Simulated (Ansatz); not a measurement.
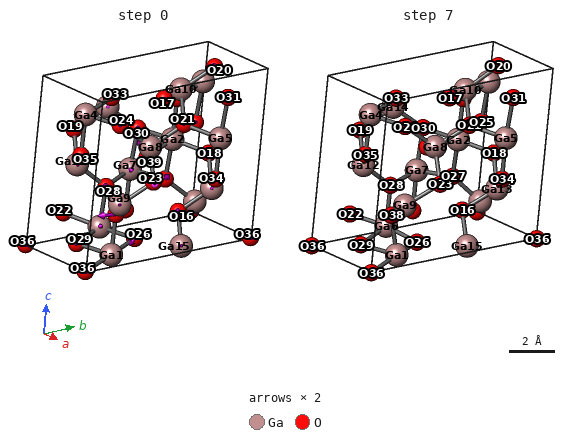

The structure of a defect cell of composition Ga₅O₈ before (left) and after (right) a relaxation, at one scale. The purple arrows give the displacements, 2 times their true length.

Style: ball-and-stick. Shown: the cell of the calculation (origin shifted), slightly off an axis.

Level of theory: Ansatz 0.2.0, DFT PBEsol, scalar-relativistic, plane waves, PAW. Set-up: plane-wave cutoff 420 eV; k-point mesh 2 × 2 × 2; occupations gaussian; smearing width 0.02 eV; mesh shifted by (0.5, 0.5, 0.5); collinear spin; atoms relaxed in a fixed cell; force threshold 0.03 eV/Å; at most 40 steps.

What changed between the two?

Answer. After 5 accepted moves (7 points after the start) the energy has fallen by 0.869 eV per cell of the calculation. Largest force component: 1.2 eV/Å at the start, 0.03 eV/Å at the end. The line search rejected the trial steps at points 3, 6 of the run. The largest move is that of an O atom, 0.50 Å along [−1 −1 2]. Largest moves by element: O 0.50 Å, Ga 0.13 Å. The lattice vectors keep their values. Among the contacts that change: Ga–O 2.089 → 1.947 Å, Ga–O 1.943 → 2.079 Å, Ga–O 2.050 → 1.918 Å, Ga–O 2.066 → 1.945 Å. Among the angles between lasting bonds that change: O–Ga–O 80.1° → 95.3°, O–Ga–O 81.8° → 96.0°, O–Ga–O 82.8° → 95.8°.

Limits of the set-up: the periodic images lie only 7.5 Å apart, so the values are limited by the cell's size.
